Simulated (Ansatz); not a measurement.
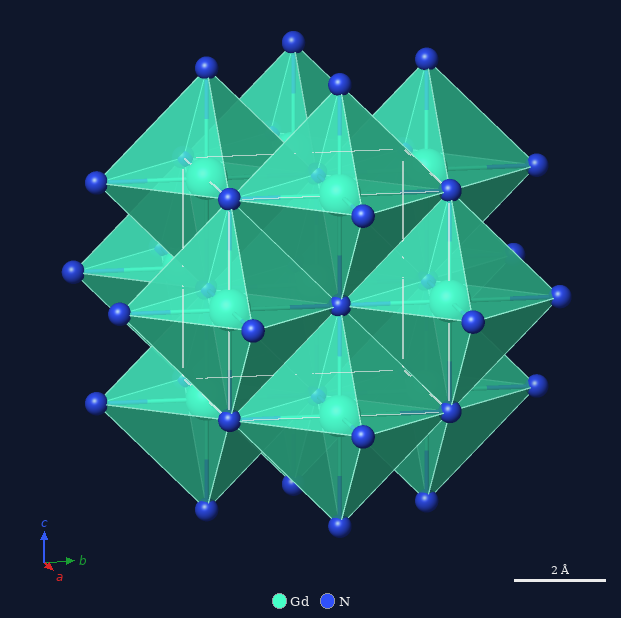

Polyhedral representation of a periodic structure, projected slightly off an axis. Lines trace the edges of the conventional unit cell. A few atoms beyond the faces are included.

GdN, rock salt (NaCl type), space group Fm-3m (No. 225), a = 4.986 Å, b = 4.986 Å, c = 4.986 Å, α = 90.00°, β = 90.00°, γ = 90.00°. Starting structure: a structure type known for this compound. Earlier steps of the study may have refined or changed the cell and positions. It went into a calculation with Ansatz.

This one geometry was computed with Ansatz (DFT, plane waves, PAW) at five levels of theory: PBE, PBEsol, LDA, PBE with spin-orbit coupling and r2SCAN.

Which level gives the highest pressure at this volume, and what does that say about its equilibrium volume?

Answer. Highest: PBE with spin-orbit coupling (-0.4 GPa), which points to the largest equilibrium volume. Lowest, with the smallest volume: LDA (-9.5 GPa). Levels within 0.5 GPa of each other can't be told apart.

How does the band gap change with the level of theory?

Answer. All levels give a metal.

Collect the results in a table.

Answer.
| level | cutoff (eV) | k-mesh of the run's cell | gap (eV) | pressure (GPa) |
| --- | --- | --- | --- | --- |
| PBE | 420 | 12×12×12 | metal | -8.9 |
| PBEsol | 420 | 12×12×12 | metal | -5.6 |
| LDA | 420 | 12×12×12 | metal | -9.5 |
| PBE with spin-orbit coupling | 420 | 12×12×12 | metal | -0.4 |
| r2SCAN | 500 | 12×12×12 | metal | -1.1 |

Gaps are taken on the k-mesh or band path of each run.
